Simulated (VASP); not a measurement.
# Hf7S: geometry relaxation (part 3 of 3)

Continued. System: Hf7S (Fm-3m, 8 atoms in the cell). Method: Kohn-Sham DFT of a periodic cell, PBE, VASP PAW PBE potentials, recommended, no spin polarisation (VASP 6.6.1); cutoff 600 eV, 4×4×4 k-mesh, Gaussian smearing of 0.1 eV. The structure was made by swapping elements on the sites of another compound; it need not be a known phase. It belongs to a series of runs on one base structure; here: species swapped into the SbPt7 type (Fm-3m, No. 225).

Geometry of the input (Å; fractional positions):
```
0.0000  4.1587  4.1587
4.1587  0.0000  4.1587
4.1587  4.1587  0.0000
Hf 0.5000  0.5000  0.5000
Hf 0.0000  0.5000  -0.0000
Hf 0.5000  0.0000  -0.0000
Hf 0.0000  0.5000  0.5000
Hf 0.5000  0.0000  0.5000
Hf 0.0000  -0.0000  0.5000
Hf 0.5000  0.5000  -0.0000
S  0.0000  0.0000  0.0000
```

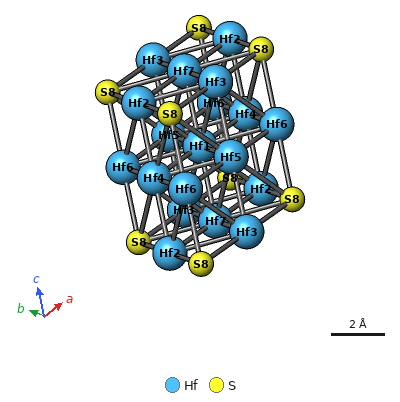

**Figure 1.** The geometry at step 2 of the log (ball-and-stick view of the cell of the calculation, seen slightly off an axis; atoms are numbered from 1 in the order of the input).

Parts of OUTCAR, continued
```
 k-point     2 :       0.2500    0.0000    0.0000
  band No.  band energies     occupation
      1     -25.5290      2.00000
      2     -25.4787      2.00000
      3     -25.4787      2.00000
      4     -25.4762      2.00000
      5     -25.4222      2.00000
      6     -25.4206      2.00000
      7     -25.4206      2.00000
      8     -25.1523      2.00000
      9     -25.1523      2.00000
     10     -25.0982      2.00000
     11     -24.9011      2.00000
     12     -24.9011      2.00000
     13     -24.8908      2.00000
     14     -24.8655      2.00000
     15     -24.7957      2.00000
     16     -24.7957      2.00000
     17     -24.7460      2.00000
     18     -24.7460      2.00000
     19     -24.5456      2.00000
     20     -24.4682      2.00000
     21     -24.4682      2.00000
     22      -8.5001      2.00000
     23      -0.9839      2.00000
     24       0.5099      2.00000
     25       0.6424      2.00000
     26       0.6424      2.00000
     27       1.9215      2.00000
     28       2.2772      2.00000
     29       2.3712      2.00000
     30       2.3712      2.00000
     31       2.8347      2.00000
     32       2.8347      2.00000
     33       3.8679      2.00000
     34       3.9010      2.00000
     35       3.9010      2.00000
     36       5.3584      0.52599
     37       5.4838      0.01602
     38       5.8317      0.00000
     39       5.8317      0.00000
     40       6.2181      0.00000
     41       6.5418      0.00000
     42       6.5889      0.00000
     43       6.5924      0.00000
     44       6.9017      0.00000
     45       6.9041      0.00000

 k-point     3 :       0.5000    0.0000    0.0000
  band No.  band energies     occupation
      1     -25.5199      2.00000
      2     -25.4262      2.00000
      3     -25.3801      2.00000
      4     -25.3801      2.00000
      5     -25.3703      2.00000
      6     -25.3703      2.00000
      7     -25.1877      2.00000
      8     -25.1619      2.00000
      9     -25.1619      2.00000
     10     -25.1082      2.00000
     11     -25.0691      2.00000
     12     -25.0258      2.00000
     13     -25.0258      2.00000
     14     -24.8959      2.00000
     15     -24.7912      2.00000
     16     -24.7912      2.00000
     17     -24.7637      2.00000
     18     -24.7637      2.00000
     19     -24.6464      2.00000
     20     -24.4830      2.00000
     21     -24.4830      2.00000
     22      -8.4097      2.00000
     23      -1.0517      2.00000
     24       0.4118      2.00000
     25       0.4118      2.00000
     26       1.0462      2.00000
     27       1.4148      2.00000
     28       2.9063      2.00000
     29       3.2342      2.00000
     30       3.2342      2.00000
     31       3.3730      2.00000
     32       3.3730      2.00000
     33       4.1149      2.00000
     34       4.7069      2.00000
     35       4.7069      2.00000
     36       4.8194      2.00000
     37       4.8194      2.00000
     38       4.9102      2.00000
     39       5.0965      1.99785
     40       5.7245      0.00000
     41       5.9187      0.00000
     42       5.9187      0.00000
     43       6.0295      0.00000
     44       7.0156      0.00000
     45       7.0156      0.00000

 k-point     4 :       0.2500    0.2500    0.0000
  band No.  band energies     occupation
      1     -25.5035      2.00000
      2     -25.4648      2.00000
      3     -25.4464      2.00000
      4     -25.4464      2.00000
      5     -25.4148      2.00000
      6     -25.4148      2.00000
      7     -25.3868      2.00000
      8     -25.1512      2.00000
      9     -25.1512      2.00000
     10     -25.1274      2.00000
     11     -24.9301      2.00000
     12     -24.9301      2.00000
     13     -24.8676      2.00000
     14     -24.8426      2.00000
     15     -24.8267      2.00000
     16     -24.8146      2.00000
     17     -24.8146      2.00000
     18     -24.7167      2.00000
     19     -24.5479      2.00000
     20     -24.4861      2.00000
     21     -24.4861      2.00000
     22      -8.4716      2.00000
     23      -0.8886      2.00000
     24       0.3950      2.00000
     25       0.3950      2.00000
     26       0.6725      2.00000
     27       2.1589      2.00000
     28       2.1810      2.00000
     29       2.5977      2.00000
     30       2.5977      2.00000
     31       2.9336      2.00000
     32       3.0567      2.00000
     33       3.7649      2.00000
     34       4.1705      2.00000
     35       4.1705      2.00000
     36       5.3790      0.35437
     37       5.5713      0.00027
     38       5.9548      0.00000
     39       5.9548      0.00000
     40       6.0367      0.00000
     41       6.3373      0.00000
     42       6.3373      0.00000
     43       6.3762      0.00000
     44       6.8916      0.00000
     45       7.0830      0.00000

 k-point     5 :       0.5000    0.2500    0.0000
  band No.  band energies     occupation
      1     -25.4742      2.00000
      2     -25.4016      2.00000
      3     -25.3693      2.00000
      4     -25.3522      2.00000
      5     -25.3134      2.00000
      6     -25.3029      2.00000
      7     -25.2314      2.00000
      8     -25.2308      2.00000
      9     -25.1716      2.00000
     10     -25.0890      2.00000
     11     -25.0880      2.00000
     12     -25.0331      2.00000
     13     -25.0212      2.00000
     14     -24.8774      2.00000
     15     -24.8748      2.00000
     16     -24.8106      2.00000
     17     -24.8092      2.00000
     18     -24.7397      2.00000
     19     -24.6081      2.00000
     20     -24.5242      2.00000
     21     -24.5004      2.00000
     22      -8.3816      2.00000
     23      -0.8067      2.00000
     24      -0.1169      2.00000
     25       0.2079      2.00000
     26       1.2590      2.00000
     27       2.0689      2.00000
     28       2.5464      2.00000
     29       3.2462      2.00000
     30       3.4066      2.00000
     31       3.7188      2.00000
     32       3.7524      2.00000
     33       4.2268      2.00000
     34       4.5000      2.00000
     35       4.8837      2.00000
     36       4.9045      2.00000
     37       5.0027      1.99999
     38       5.1022      1.99719
     39       5.2391      1.70762
     40       5.4988      0.00878
     41       5.5713      0.00027
     42       6.0043      0.00000
     43       6.1223      0.00000
     44       6.8375      0.00000
     45       7.1859      0.00000

 k-point     6 :      -0.2500    0.2500    0.0000
  band No.  band energies     occupation
      1     -25.4716      2.00000
      2     -25.4543      2.00000
      3     -25.4154      2.00000
      4     -25.3626      2.00000
      5     -25.3603      2.00000
      6     -25.3219      2.00000
      7     -25.2870      2.00000
      8     -25.2338      2.00000
      9     -25.1797      2.00000
     10     -25.0693      2.00000
     11     -25.0233      2.00000
     12     -25.0039      2.00000
     13     -24.9480      2.00000
     14     -24.8861      2.00000
     15     -24.8617      2.00000
     16     -24.7896      2.00000
     17     -24.7736      2.00000
     18     -24.7711      2.00000
     19     -24.5822      2.00000
     20     -24.5281      2.00000
     21     -24.4820      2.00000
     22      -8.4113      2.00000
     23      -0.8153      2.00000
     24      -0.1083      2.00000
     25       0.3883      2.00000
     26       1.0431      2.00000
     27       2.1477      2.00000
     28       2.3547      2.00000
     29       3.0430      2.00000
     30       3.2161      2.00000
     31       3.3146      2.00000
     32       3.5809      2.00000
     33       4.1119      2.00000
     34       4.3955      2.00000
     35       4.7093      2.00000
     36       4.8786      2.00000
     37       5.0029      1.99999
     38       5.1455      1.98248
     39       5.2316      1.75331
     40       5.9026      0.00000
     41       5.9272      0.00000
     42       6.0817      0.00000
     43       6.2976      0.00000
     44       6.7992      0.00000
     45       7.2321      0.00000

 k-point     7 :       0.5000    0.5000    0.0000
  band No.  band energies     occupation
      1     -25.4762      2.00000
      2     -25.3395      2.00000
      3     -25.3395      2.00000
      4     -25.2974      2.00000
      5     -25.2501      2.00000
      6     -25.2501      2.00000
      7     -25.1986      2.00000
      8     -25.1886      2.00000
      9     -25.1886      2.00000
     10     -25.1345      2.00000
     11     -25.1345      2.00000
     12     -25.1337      2.00000
     13     -25.0198      2.00000
     14     -25.0008      2.00000
     15     -24.8439      2.00000
     16     -24.8217      2.00000
     17     -24.8217      2.00000
     18     -24.7172      2.00000
     19     -24.6461      2.00000
     20     -24.5191      2.00000
     21     -24.5191      2.00000
     22      -8.3524      2.00000
     23      -0.8550      2.00000
     24       0.0349      2.00000
     25       0.0349      2.00000
     26       1.3331      2.00000
     27       2.0213      2.00000
     28       2.7334      2.00000
     29       3.5904      2.00000
     30       3.5904      2.00000
     31       3.8601      2.00000
     32       3.9374      2.00000
     33       4.4203      2.00000
     34       4.9237      2.00000
     35       4.9282      2.00000
     36       4.9815      2.00000
     37       4.9815      2.00000
     38       5.1273      1.99153
     39       5.1273      1.99153
     40       5.2047      1.87617
     41       5.9676      0.00000
     42       5.9676      0.00000
     43       6.3813      0.00000
     44       6.5069      0.00000
     45       6.5429      0.00000

 k-point     8 :      -0.2500    0.5000    0.2500
  band No.  band energies     occupation
      1     -25.4408      2.00000
      2     -25.3334      2.00000
      3     -25.3334      2.00000
      4     -25.3334      2.00000
      5     -25.3164      2.00000
      6     -25.2241      2.00000
      7     -25.1991      2.00000
      8     -25.1834      2.00000
      9     -25.1808      2.00000
     10     -25.1808      2.00000
     11     -25.1136      2.00000
     12     -25.1136      2.00000
     13     -25.0305      2.00000
     14     -24.9158      2.00000
     15     -24.8814      2.00000
     16     -24.8651      2.00000
     17     -24.7671      2.00000
     18     -24.7671      2.00000
     19     -24.5720      2.00000
     20     -24.5720      2.00000
     21     -24.5166      2.00000
     22      -8.3517      2.00000
     23      -0.4588      2.00000
     24      -0.4588      2.00000
     25      -0.1164      2.00000
     26       1.8725      2.00000
     27       2.3460      2.00000
     28       2.3460      2.00000
     29       2.9364      2.00000
     30       4.2099      2.00000
     31       4.2099      2.00000
     32       4.3107      2.00000
     33       4.3107      2.00000
     34       4.3442      2.00000
     35       4.5833      2.00000
     36       4.6263      2.00000
     37       4.6544      2.00000
     38       5.0166      1.99997
     39       5.4992      0.00864
     40       5.4992      0.00864
     41       5.7632      0.00000
     42       5.8870      0.00000
     43       5.9513      0.00000
     44       6.4934      0.00000
     45       6.4936      0.00000

------------------------ aborting loop because EDIFF is reached ----------------------------------------

  FORCE on cell =-STRESS in cart. coord.  units (eV):
  Direction    XX          YY          ZZ          XY          YZ          ZX
  --------------------------------------------------------------------------------------
  -------------------------------------------------------------------------------------
  Total       -0.0621432     -0.0621432     -0.0621432      0.0000000     -0.0000000     -0.0000000
  in kB       -0.5902997     -0.5902997     -0.5902997      0.0000000     -0.0000000     -0.0000000
  external PRESSURE =      -0.5902997 kB  Pullay stress =       0.0000000 kB

 VOLUME and BASIS-vectors are now :
 -----------------------------------------------------------------------------
  energy-cutoff  :      600.00
  volume of cell :      168.67
      direct lattice vectors                 reciprocal lattice vectors
     0.000000000  4.385311256  4.385311256    -0.114016992  0.114016992  0.114016992
     4.385311256 -0.000000000  4.385311256     0.114016992 -0.114016992  0.114016992
     4.385311256  4.385311256  0.000000000     0.114016992  0.114016992 -0.114016992

 POSITION                                       TOTAL-FORCE (eV/Angst)
 -----------------------------------------------------------------------------------
      4.38531      4.38531      4.38531        -0.000000     -0.000000     -0.000000
      2.19266     -0.00000      2.19266        -0.000000     -0.000000      0.000000
      0.00000      2.19266      2.19266        -0.000000      0.000000     -0.000000
      4.38531      2.19266      2.19266        -0.000000      0.000000     -0.000000
      2.19266      4.38531      2.19266        -0.000000      0.000000     -0.000000
      2.19266      2.19266      0.00000         0.000000     -0.000000     -0.000000
      2.19266      2.19266      4.38531         0.000000      0.000000     -0.000000
      0.00000      0.00000      0.00000        -0.000000     -0.000000      0.000000
 -----------------------------------------------------------------------------------
    total drift:                                0.000000      0.000000      0.000000

  FREE ENERGIE OF THE ION-ELECTRON SYSTEM (eV)
  ---------------------------------------------------
  free  energy   TOTEN  =       -73.6492565171 eV

  energy  without entropy=      -73.6189337578  energy(sigma->0) =      -73.63409514

 reached required accuracy - stopping structural energy minimisation
```

CONTCAR
```
Hf7S
   1.00000000000000
     0.0000000000000000    4.3853112558432681    4.3853112558432681
     4.3853112558432681   -0.0000000000000000    4.3853112558432681
     4.3853112558432681    4.3853112558432681    0.0000000000000000
  Hf              S
     7     1
Direct
     0.5000000000000000    0.5000000000000000    0.5000000000000000
     0.0000000000000000    0.5000000000000000    0.0000000000000000
     0.5000000000000000    0.0000000000000000    0.0000000000000000
     0.0000000000000000    0.5000000000000000    0.5000000000000000
     0.5000000000000000    0.0000000000000000    0.5000000000000000
     0.0000000000000000    0.0000000000000000    0.5000000000000000
     0.5000000000000000    0.5000000000000000    0.0000000000000000
     0.0000000000000000    0.0000000000000000    0.0000000000000000

  0.00000000E+00  0.00000000E+00  0.00000000E+00
  0.00000000E+00  0.00000000E+00  0.00000000E+00
  0.00000000E+00  0.00000000E+00  0.00000000E+00
  0.00000000E+00  0.00000000E+00  0.00000000E+00
  0.00000000E+00  0.00000000E+00  0.00000000E+00
  0.00000000E+00  0.00000000E+00  0.00000000E+00
  0.00000000E+00  0.00000000E+00  0.00000000E+00
  0.00000000E+00  0.00000000E+00  0.00000000E+00
```

Trajectory as extended XYZ (Å, eV, eV/Å), 4 frames, from step=0 to step=3
```
8
Lattice="0.0000 4.1587 4.1587 4.1587 0.0000 4.1587 4.1587 4.1587 0.0000" Properties=species:S:1:pos:R:3:forces:R:3 step=0 energy=-72.18129
Hf    4.1587    4.1587    4.1587    0.0000   0.0000   0.0000
Hf    2.0793    0.0000    2.0793    0.0000   0.0000   0.0000
Hf    0.0000    2.0793    2.0793    0.0000   0.0000   0.0000
Hf    4.1587    2.0793    2.0793    0.0000   0.0000   0.0000
Hf    2.0793    4.1587    2.0793    0.0000   0.0000   0.0000
Hf    2.0793    2.0793    0.0000    0.0000   0.0000   0.0000
Hf    2.0793    2.0793    4.1587    0.0000   0.0000   0.0000
S     0.0000    0.0000    0.0000    0.0000   0.0000   0.0000
8
Lattice="0.0000 4.6434 4.6434 4.6434 -0.0000 4.6434 4.6434 4.6434 0.0000" Properties=species:S:1:pos:R:3:forces:R:3 step=1 energy=-72.21385
Hf    4.6434    4.6434    4.6434    0.0000   0.0000   0.0000
Hf    2.3217    0.0000    2.3217    0.0000   0.0000   0.0000
Hf    4.6434    2.3217    6.9651    0.0000   0.0000   0.0000
Hf    4.6434    6.9651    6.9651    0.0000   0.0000   0.0000
Hf    2.3217    4.6434    2.3217    0.0000   0.0000   0.0000
Hf    6.9651    2.3217    4.6434    0.0000   0.0000   0.0000
Hf    6.9651    6.9651    4.6434    0.0000   0.0000   0.0000
S     0.0000    0.0000    0.0000    0.0000   0.0000   0.0000
8
Lattice="0.0000 4.3913 4.3913 4.3913 -0.0000 4.3913 4.3913 4.3913 0.0000" Properties=species:S:1:pos:R:3:forces:R:3 step=2 energy=-73.64805
Hf    4.3913    4.3913    4.3913    0.0000   0.0000   0.0000
Hf    2.1956    0.0000    2.1956    0.0000   0.0000   0.0000
Hf    0.0000    2.1956    2.1956    0.0000   0.0000   0.0000
Hf    4.3913    2.1956    2.1956    0.0000   0.0000   0.0000
Hf    2.1956    4.3913    2.1956    0.0000   0.0000   0.0000
Hf    2.1956    2.1956    0.0000    0.0000   0.0000   0.0000
Hf    2.1956    2.1956    4.3913    0.0000   0.0000   0.0000
S     0.0000    0.0000    0.0000    0.0000   0.0000   0.0000
8
Lattice="0.0000 4.3853 4.3853 4.3853 -0.0000 4.3853 4.3853 4.3853 0.0000" Properties=species:S:1:pos:R:3:forces:R:3 step=3 energy=-73.64926
Hf    4.3853    4.3853    4.3853    0.0000   0.0000   0.0000
Hf    2.1927    0.0000    2.1927    0.0000   0.0000   0.0000
Hf    0.0000    2.1927    2.1927    0.0000   0.0000   0.0000
Hf    4.3853    2.1927    2.1927    0.0000   0.0000   0.0000
Hf    2.1927    4.3853    2.1927    0.0000   0.0000   0.0000
Hf    2.1927    2.1927    0.0000    0.0000   0.0000   0.0000
Hf    2.1927    2.1927    4.3853    0.0000   0.0000   0.0000
S     0.0000    0.0000    0.0000    0.0000   0.0000   0.0000
```

Summary

```tsv
quantity	value
outcome	converged
space group (tolerance 0.01 Å)	Fm-3m (225)
electrons treated	76
free energy	−73.6493 eV
Fermi energy	5.314 eV
gap on the k-point mesh	none (metallic)
pressure	−0.06 GPa
final volume	168.67 Å³
largest force (length of the vector) at the end	under 0.001 eV/Å
final cell	a = 6.202 Å, b = 6.202 Å, c = 6.202 Å, α = 60.00°, β = 60.00°, γ = 60.00°
wall time	5.2 min
peak memory	0.35 GiB
```

Notes

Spin–orbit coupling is left out, which matters for Hf. The volume changed by more than 5 % on the plane waves of the start, so the result carries a basis error; a second relaxation from the end is advised.
